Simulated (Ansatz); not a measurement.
Consider Ti (slab).

Input

```
crystal:
  lattice:
    - [6.5106718524, 0.0, 0.0]
    - [0.0, 6.5106718524, 0.0]
    - [0.0, 0.0, 20.1793683656]
  atoms:
    - { symbol: Ti, position: [0.25, 0.25, 0.1982222599] }
    - { symbol: Ti, position: [0.25, 0.75, 0.1982222599] }
    - { symbol: Ti, position: [0.75, 0.25, 0.1982222599] }
    - { symbol: Ti, position: [0.75, 0.75, 0.1982222599] }
    - { symbol: Ti, position: [0.0, 0.0, 0.2788822654] }
    - { symbol: Ti, position: [0.0, 0.5, 0.2788822654] }
    - { symbol: Ti, position: [0.5, 0.0, 0.2788822654] }
    - { symbol: Ti, position: [0.5, 0.5, 0.2788822654] }
    - { symbol: Ti, position: [0.25, 0.25, 0.3551865505] }
    - { symbol: Ti, position: [0.25, 0.75, 0.3551865505] }
    - { symbol: Ti, position: [0.75, 0.25, 0.3551865505] }
    - { symbol: Ti, position: [0.75, 0.75, 0.3551865505] }
    - { symbol: Ti, position: [0.0, 0.0, 0.4301110029] }
    - { symbol: Ti, position: [0.0, 0.5, 0.4301110029] }
    - { symbol: Ti, position: [0.5, 0.0, 0.4301110029] }
    - { symbol: Ti, position: [0.5, 0.5, 0.4301110029] }
basis:
  ecutwfc: 420
kpoints:
  mp_grid: { grid: [4, 4, 1] }
hamiltonian:
  xc: pbe
  pseudopotentials: { kind: paw, azcp: { folder: soft_1 } }
scf:
  occupations: { method: gaussian, width: 0.1 }
output:
  forces: true
  eigenvalues: true
  write_density: true
  write_potential: true
  elf: true
  volumetric_format: npy
efield:
  axis: 3
  dipole_correction: true
  ramp_width: 0.04
```

Command:

```sh
ansatz run input.yaml --threads 4 --pin off --max-ram 12288MiB --backend cpu --events-out ev --progress --plain --runs-dir out
```

Not relaxed (largest force 0.6 eV/Å); computed without spin polarisation; PAW files of the earlier set (soft_1).

Theory: DFT PBE, scalar-relativistic, plane waves, PAW (Ansatz).

What can the converged valence pseudo-density and electron localisation function tell about the bonding?

Answer. Ti–Ti (3.05 Å): ρ at the midpoint is about 0.21 e/Å³; the ELF is about 0.40 at the midpoint.

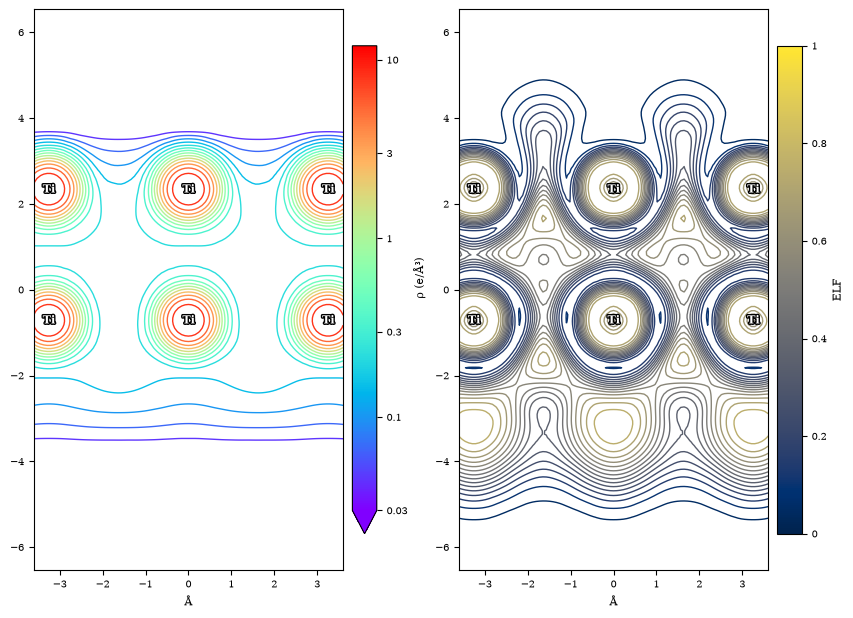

Computed valence pseudo-density and electron localisation function on the (100) plane of the calculation cell, a cut from vacuum to vacuum, in this order. 
